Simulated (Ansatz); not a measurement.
# Hf in Pt(111), 2x2: scattering by a point defect, part 2 of 3

How strong a scatterer is Hf in Pt(111), 2x2, and does relaxation matter?

Ansatz 0.2.0; Ansatz plane-wave DFT, PBE, PAW files; ballistic transport by layer matching (Landauer), zero bias; PAW set soft_1 (the session's first sound run).

So far, resistivity per at.% scaled from this dense plane, with the factor 3/4 for isotropic scattering (µΩ cm): step 3 (resistance at ideal sites) 3.64.

## 4. Relaxing the neighbours

The neighbours of the defect are let go while the lead's layers stay on their sites, since a lead must repeat to 0.01 Å.

This step: Ansatz plane-wave DFT, PBE, PAW files; relaxation with the lead's layers held; PAW set soft_1 (Ansatz 0.2.0).

Input file input.yaml:

```yaml
crystal:
  lattice:
    - [5.5462627489, 0.0, 0.0]
    - [-2.7731313745, 4.8032044366, 0.0]
    - [-1.3865656872, 0.8005340728, 24.9067751428]
  atoms:
    - { symbol: Pt, position: [0.0075757576, 0.9924242424, 0.0454545455] }
    - { symbol: Pt, position: [0.0075757576, 0.4924242424, 0.0454545455] }
    - { symbol: Pt, position: [0.5075757576, 0.9924242424, 0.0454545455] }
    - { symbol: Pt, position: [0.5075757576, 0.4924242424, 0.0454545455] }
    - { symbol: Pt, position: [0.1893939394, 0.3106060606, 0.1363636364] }
    - { symbol: Pt, position: [0.1893939394, 0.8106060606, 0.1363636364] }
    - { symbol: Pt, position: [0.6893939394, 0.3106060606, 0.1363636364] }
    - { symbol: Pt, position: [0.6893939394, 0.8106060606, 0.1363636364] }
    - { symbol: Pt, position: [0.3712121212, 0.1287878788, 0.2272727273] }
    - { symbol: Pt, position: [0.3712121212, 0.6287878788, 0.2272727273] }
    - { symbol: Pt, position: [0.8712121212, 0.1287878788, 0.2272727273] }
    - { symbol: Pt, position: [0.8712121212, 0.6287878788, 0.2272727273] }
    - { symbol: Pt, position: [0.053030303, 0.946969697, 0.3181818182] }
    - { symbol: Pt, position: [0.053030303, 0.446969697, 0.3181818182] }
    - { symbol: Pt, position: [0.553030303, 0.946969697, 0.3181818182] }
    - { symbol: Pt, position: [0.553030303, 0.446969697, 0.3181818182] }
    - { symbol: Pt, position: [0.2348484848, 0.2651515152, 0.4090909091] }
    - { symbol: Pt, position: [0.2348484848, 0.7651515152, 0.4090909091] }
    - { symbol: Pt, position: [0.7348484848, 0.2651515152, 0.4090909091] }
    - { symbol: Pt, position: [0.7348484848, 0.7651515152, 0.4090909091] }
    - { symbol: Hf, position: [0.4166666667, 0.0833333333, 0.5] }
    - { symbol: Pt, position: [0.4166666667, 0.5833333333, 0.5] }
    - { symbol: Pt, position: [0.9166666667, 0.0833333333, 0.5] }
    - { symbol: Pt, position: [0.9166666667, 0.5833333333, 0.5] }
    - { symbol: Pt, position: [0.0984848485, 0.9015151515, 0.5909090909] }
    - { symbol: Pt, position: [0.0984848485, 0.4015151515, 0.5909090909] }
    - { symbol: Pt, position: [0.5984848485, 0.9015151515, 0.5909090909] }
    - { symbol: Pt, position: [0.5984848485, 0.4015151515, 0.5909090909] }
    - { symbol: Pt, position: [0.2803030303, 0.2196969697, 0.6818181818] }
    - { symbol: Pt, position: [0.2803030303, 0.7196969697, 0.6818181818] }
    - { symbol: Pt, position: [0.7803030303, 0.2196969697, 0.6818181818] }
    - { symbol: Pt, position: [0.7803030303, 0.7196969697, 0.6818181818] }
    - { symbol: Pt, position: [0.4621212121, 0.0378787879, 0.7727272727] }
    - { symbol: Pt, position: [0.4621212121, 0.5378787879, 0.7727272727] }
    - { symbol: Pt, position: [0.9621212121, 0.0378787879, 0.7727272727] }
    - { symbol: Pt, position: [0.9621212121, 0.5378787879, 0.7727272727] }
    - { symbol: Pt, position: [0.1439393939, 0.8560606061, 0.8636363636] }
    - { symbol: Pt, position: [0.1439393939, 0.3560606061, 0.8636363636] }
    - { symbol: Pt, position: [0.6439393939, 0.8560606061, 0.8636363636] }
    - { symbol: Pt, position: [0.6439393939, 0.3560606061, 0.8636363636] }
    - { symbol: Pt, position: [0.3257575758, 0.1742424242, 0.9545454545] }
    - { symbol: Pt, position: [0.3257575758, 0.6742424242, 0.9545454545] }
    - { symbol: Pt, position: [0.8257575758, 0.1742424242, 0.9545454545] }
    - { symbol: Pt, position: [0.8257575758, 0.6742424242, 0.9545454545] }
kpoints:
  mp_grid: { grid: [5, 5, 1] }
hamiltonian:
  xc: pbe
  pseudopotentials: { kind: paw, azcp: { folder: soft_1 } }
scf:
  occupations: { method: fermi_dirac, width: 0.1 }
relax:
  f_tol: 0.03
  max_steps: 40
  constraints:
    - { sites: [0, 1, 2, 3, 4, 5, 6, 7, 8, 9, 10, 11, 32, 33, 34, 35, 36, 37, 38, 39, 40, 41, 42, 43] }
```

Launch:

```bash
$ ansatz run input.yaml --threads 4 --pin off --max-ram 15360MiB --backend cpu --events-out ev --progress --plain --runs-dir out
```

Numbers of over 12 decimals in the logs are rounded to 6 here.

What it wrote:

```text
[...]
Crystal: 44 atoms, lattice volume = 663.512 Å³
Basis set: ecut = 420 eV, 13001 PW (Γ), exchange–correlation on 80×80×360 points (8 copies of the dense FFT grid, shifted against one another)
Bands: 480, of which v1, the nominal top of the filled ones, is band 400 counted from 1 (399 counted from 0)
Symmetry: 4 space group operations
[...]
k-points: 9 of 25
[...]
SCF iter   1: F=—  HF=-554339.220476 eV  |F-HF|=—  |Δ(HF+E_count)|=         —  Δρ=1.51e-1  dr2=9.86e2  ethr=3.10e-3  ⟨swp⟩=4.7  Hψ=13162  notcnv=0  defer=166
[...]
SCF iter  12: F=-554288.525120 eV  HF=-554288.525120 eV  |F-HF|=2.93e-7  |Δ(HF+E_count)|=   5.28e-7  Δρ=4.51e-6  dr2=3.51e-7  ethr=1.07e-9  ⟨swp⟩=3.0  Hψ=10577  notcnv=0
SCF 1 converged in 12 iterations: F = -554288.525120 eV  dr2 = 3.51e-7
[...]
relax step   1: F+E_penalty+E_count = -554288.52512007 eV  Δ(F+E_penalty+E_count) = +0.000e0 eV  max|allowed force component| = 6.468e-1 eV/Å  Δτ_max = 0.0000 Å  (12 SCF iters, dr2 threshold 2.25e-5 eV, accepted)
[...]
iter 1 solved again at ethr=3.40e-5 eV; its pass at ethr=3.10e-3 eV (dr2=2.72e-1 eV) is discarded
[...]
SCF iter   6: F=-554288.528734 eV  HF=-554288.528740 eV  |F-HF|=5.62e-6  |Δ(HF+E_count)|=   3.50e-5  Δρ=2.03e-5  dr2=6.74e-6  ethr=3.27e-9  ⟨swp⟩=2.0  Hψ=12916  notcnv=0
SCF 2 converged in 6 iterations: F = -554288.528734 eV  dr2 = 6.74e-6
relax step   2: F+E_penalty+E_count = -554288.52873448 eV  Δ(F+E_penalty+E_count) = -3.614e-3 eV  max|allowed force component| = 5.797e-1 eV/Å  Δτ_max = 0.0856 Å  (6 SCF iters, dr2 threshold 2.61e-5 eV, accepted)
SCF iter   1: F=—  HF=-554288.558817 eV  |F-HF|=—  |Δ(HF+E_count)|=         —  Δρ=1.54e-3  dr2=1.12e-1  ethr=8.08e-5  ⟨swp⟩=3.6  Hψ=7493  notcnv=0  defer=391
[...]
SCF iter   6: F=-554288.557852 eV  HF=-554288.557856 eV  |F-HF|=3.96e-6  |Δ(HF+E_count)|=   6.64e-6  Δρ=9.44e-6  dr2=4.26e-6  ethr=2.63e-9  ⟨swp⟩=2.0  Hψ=12693  notcnv=0
SCF 3 converged in 6 iterations: F = -554288.557852 eV  dr2 = 4.26e-6
relax step   3: F+E_penalty+E_count = -554288.55785179 eV  Δ(F+E_penalty+E_count) = -2.912e-2 eV  max|allowed force component| = 1.202e-2 eV/Å  Δτ_max = 0.0389 Å  (6 SCF iters, dr2 threshold 2.10e-5 eV, accepted)
[...]
SCF iter   6: F=-554288.557856 eV  HF=-554288.557856 eV  |F-HF|=2.33e-10  |Δ(HF+E_count)|=    0.00e0  Δρ=8.54e-8  dr2=1.69e-10  ethr=1.34e-12  ⟨swp⟩=1.0  Hψ=9545  notcnv=0
SCF 4 converged in 6 iterations: F = -554288.557856 eV  dr2 = 1.69e-10
relax step   4: F+E_penalty+E_count = -554288.55785571 eV  Δ(F+E_penalty+E_count) = -3.918e-6 eV  max|allowed force component| = 1.203e-2 eV/Å  Δτ_max = 0.0000 Å  (6 SCF iters, accepted)
SCF converged after 6 iterations
Free energy (F): -554288.557856 eV
[...]
Internal energy: -554286.260319 eV  (E = F + TS)
E sigma→0 (E₀):  -554287.409087 eV
Entropy (-TS):   -2.297537 eV (-52.217 meV/atom)
Fermi energy:    23.544469 eV
[...]
--- Forces (eV/Å), atoms counted from 1 ---
  atom   1  Pt    -0.00430276    -0.00503998    -0.00772605
  atom   2  Pt    -0.00315104     0.00181925    -0.00832864
  atom   3  Pt     0.00206355    -0.00119139     0.01484671
  atom   4  Pt     0.00221337     0.00624629    -0.00772605
  atom   5  Pt     0.00848671    -0.00489980    -0.02455146
  atom   6  Pt     0.00195555     0.01338111    -0.02329862
  atom   7  Pt    -0.01061060    -0.00838411    -0.02329862
  atom   8  Pt     0.00151140    -0.00087261     0.06785509
  atom   9  Pt     0.00706067    -0.00407648     0.00918203
  atom  10  Pt     0.10312717     0.07138611    -0.16498688
  atom  11  Pt    -0.01025860    -0.12500380    -0.16498688
  atom  12  Pt    -0.10372160     0.05988369    -0.16070235
  atom  13  Pt     0.00116833     0.00020162    -0.00143083
  atom  14  Pt    -0.00024874     0.00014361     0.00923020
  atom  15  Pt    -0.00036067     0.00020823    -0.00184618
  atom  16  Pt     0.00040956    -0.00111261    -0.00143083
  atom  17  Pt     0.00464907    -0.00268414     0.01122051
  atom  18  Pt    -0.00001230     0.00506150     0.01203154
  atom  19  Pt    -0.00438954    -0.00252010     0.01203154
  atom  20  Pt    -0.00017517     0.00010114     0.00148399
  atom  21  Hf     0.00000000     0.00000000     0.00000000
  atom  22  Pt     0.00000000     0.00000000     0.00000000
  atom  23  Pt     0.00000000     0.00000000     0.00000000
  atom  24  Pt    -0.00000000     0.00000000     0.00000000
  atom  25  Pt     0.00438954     0.00252010    -0.01203154
  atom  26  Pt     0.00017517    -0.00010114    -0.00148399
  atom  27  Pt    -0.00464907     0.00268414    -0.01122051
  atom  28  Pt     0.00001230    -0.00506150    -0.01203154
  atom  29  Pt     0.00036067    -0.00020823     0.00184618
  atom  30  Pt    -0.00040956     0.00111261     0.00143083
  atom  31  Pt    -0.00116833    -0.00020162     0.00143083
  atom  32  Pt     0.00024874    -0.00014361    -0.00923020
  atom  33  Pt    -0.00706067     0.00407648    -0.00918203
  atom  34  Pt    -0.10312717    -0.07138611     0.16498688
  atom  35  Pt     0.01025860     0.12500380     0.16498688
  atom  36  Pt     0.10372160    -0.05988369     0.16070235
  atom  37  Pt     0.01061060     0.00838411     0.02329862
  atom  38  Pt    -0.00151140     0.00087261    -0.06785509
  atom  39  Pt    -0.00848671     0.00489980     0.02455146
  atom  40  Pt    -0.00195555    -0.01338111     0.02329862
  atom  41  Pt    -0.00206355     0.00119139    -0.01484671
  atom  42  Pt    -0.00221337    -0.00624629     0.00772605
  atom  43  Pt     0.00430276     0.00503998     0.00772605
  atom  44  Pt     0.00315104    -0.00181925     0.00832864
  max |Σ_I F_I| component: 9.37e-17 eV/Å
--- Relaxed structure (4 steps of the walk, 4 accepted, 0 SCFs on fresh bases) ---
  F+E_penalty+E_count = -554288.55785571 eV   max|allowed force component| = 1.203e-2 eV/Å
  atoms:
    - { symbol: Pt, position: [0.00757576, 0.992424, 0.0454545455] }
    - { symbol: Pt, position: [0.00757576, 0.492424, 0.045455] }
    - { symbol: Pt, position: [0.507576, 0.992424, 0.045455] }
    - { symbol: Pt, position: [0.507576, 0.492424, 0.0454545455] }
    - { symbol: Pt, position: [0.189394, 0.310606, 0.136364] }
    - { symbol: Pt, position: [0.189394, 0.810606, 0.1363636364] }
    - { symbol: Pt, position: [0.689394, 0.310606, 0.1363636364] }
    - { symbol: Pt, position: [0.689394, 0.810606, 0.1363636364] }
    - { symbol: Pt, position: [0.371212, 0.128788, 0.2272727273] }
    - { symbol: Pt, position: [0.371212, 0.628788, 0.227273] }
    - { symbol: Pt, position: [0.871212, 0.128788, 0.227273] }
    - { symbol: Pt, position: [0.871212, 0.628788, 0.2272727273] }
    - { symbol: Pt, position: [0.053299, 0.946883, 0.318268] }
    - { symbol: Pt, position: [0.052890, 0.447110, 0.316306] }
    - { symbol: Pt, position: [0.552994, 0.947006, 0.318274] }
    - { symbol: Pt, position: [0.553117, 0.446701, 0.318268] }
    - { symbol: Pt, position: [0.235107, 0.264893, 0.409251] }
    - { symbol: Pt, position: [0.235043, 0.765235, 0.409247] }
    - { symbol: Pt, position: [0.734765, 0.264957, 0.409247] }
    - { symbol: Pt, position: [0.734844, 0.765156, 0.408768] }
    - { symbol: Hf, position: [0.416667, 0.083333, 0.5] }
    - { symbol: Pt, position: [0.416667, 0.583333, 0.5] }
    - { symbol: Pt, position: [0.916667, 0.083333, 0.5] }
    - { symbol: Pt, position: [0.916667, 0.583333, 0.500000] }
    - { symbol: Pt, position: [0.098569, 0.901710, 0.590753] }
    - { symbol: Pt, position: [0.098490, 0.401510, 0.591232] }
    - { symbol: Pt, position: [0.598226, 0.901774, 0.590749] }
    - { symbol: Pt, position: [0.598290, 0.401431, 0.590753] }
    - { symbol: Pt, position: [0.280340, 0.219660, 0.681726] }
    - { symbol: Pt, position: [0.280216, 0.719966, 0.681732] }
    - { symbol: Pt, position: [0.780034, 0.219784, 0.681732] }
    - { symbol: Pt, position: [0.780444, 0.719556, 0.683694] }
    - { symbol: Pt, position: [0.462121, 0.037879, 0.7727272727] }
    - { symbol: Pt, position: [0.462121, 0.537879, 0.7727272727] }
    - { symbol: Pt, position: [0.962121, 0.037879, 0.7727272727] }
    - { symbol: Pt, position: [0.962121, 0.537879, 0.772727] }
    - { symbol: Pt, position: [0.143939, 0.856061, 0.8636363636] }
    - { symbol: Pt, position: [0.143939, 0.356061, 0.8636363636] }
    - { symbol: Pt, position: [0.643939, 0.856061, 0.863636] }
    - { symbol: Pt, position: [0.643939, 0.356061, 0.8636363636] }
    - { symbol: Pt, position: [0.325758, 0.174242, 0.954545] }
    - { symbol: Pt, position: [0.325758, 0.674242, 0.954545] }
    - { symbol: Pt, position: [0.825758, 0.174242, 0.954545] }
    - { symbol: Pt, position: [0.825758, 0.674242, 0.9545454545] }
```

The job ended after 4.2 min (4 threads of Arm Neoverse V1, shared host; peak memory 6 GiB).

The steps of the relaxation:

| step | energy less that of the first step (eV) | largest force component (eV/Å) |
| --- | --- | --- |
| 1 | 0.0000 | 0.6468 |
| 2 | -0.0036 | 0.5797 |
| 3 | -0.0327 | 0.0120 |
| 4 | -0.0327 | 0.0120 |

The run keeps the 4 symmetry operations that it works with, so distortions that break them were not tested.

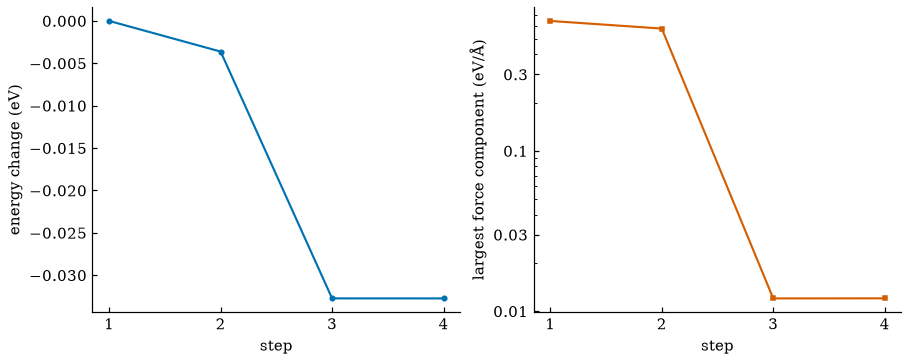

Energy and largest force along the relaxation.

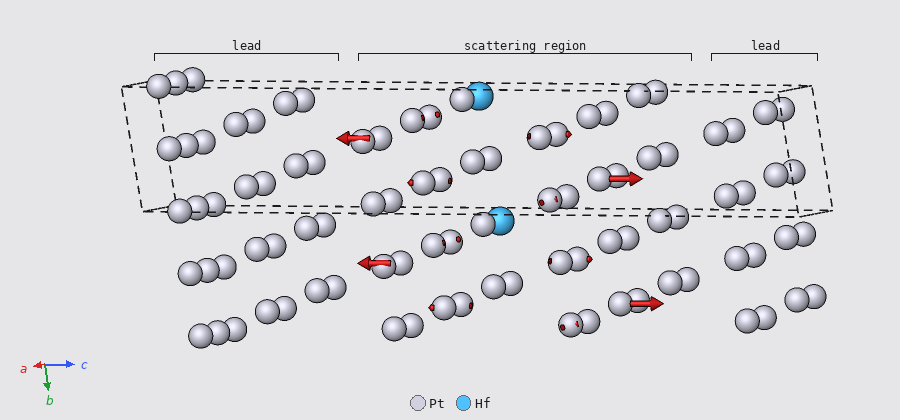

Displacements in the relaxation, exaggerated; the longest in the cell stands for 0.05 Å. 1×2×1 cells are drawn. Some periodic images of atoms are drawn too.

The atoms that moved most (Å):

| atom | dx | dy | dz | length |
| --- | --- | --- | --- | --- |
| Pt32 | -0.001 | 0.001 | 0.047 | 0.047 |
| Pt14 | 0.001 | -0.001 | -0.047 | 0.047 |
| Pt20 | 0.000 | 0.000 | -0.008 | 0.008 |
| Pt26 | 0.000 | 0.000 | 0.008 | 0.008 |

Numbers from this step:

- free energy: -554288.5579 eV
- energy at zero smearing: -554287.4091 eV

The largest force component on a free atom ends at 0.012 eV/Å, under the tolerance of 0.03, after 4 steps.

[end of part 2 of 3]

[Logs are printed without paths, hosts, clocks, repeated set-up lines and the standing remarks that a program may print on its own settings, such as how far it seeks lower states.]

[Hosts, paths, dates, database ids (printed as entryN), source tags and the programs' standing remarks are cut or masked in the printed files.]
